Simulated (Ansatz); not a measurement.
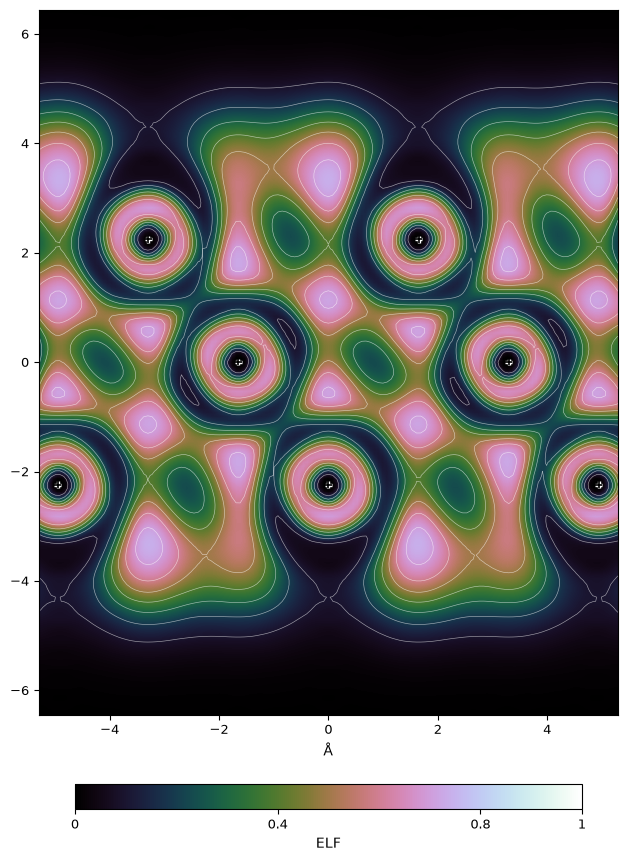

The electron localisation function on a plane through atoms (crosses mark nuclei in the plane).

These are results of DFT PBE+D3(BJ), scalar-relativistic, plane waves, PAW in Ansatz, not measurements.

Candidates:
A. B$_{9}$N, a = 13.79 Å, b = 13.79 Å, c = 8.75 Å, α = 90.00°, β = 90.00°, γ = 90.00°. Space group I4/mmm; a structure from a database of computed crystals, not necessarily the ambient phase; spin-polarised.
B. Ti (slab), a = 5.71 Å, b = 5.71 Å, c = 20.66 Å, α = 90.00°, β = 90.00°, γ = 120.00°. Computed without spin polarisation.

Which system is this?

Candidate B: Ti on the (110) plane of the calculation cell, a cut from vacuum to vacuum, which holds Ti. Ti–Ti (2.79 Å): the ELF is about 0.25 at the midpoint (no shared electron pair shows on this line).
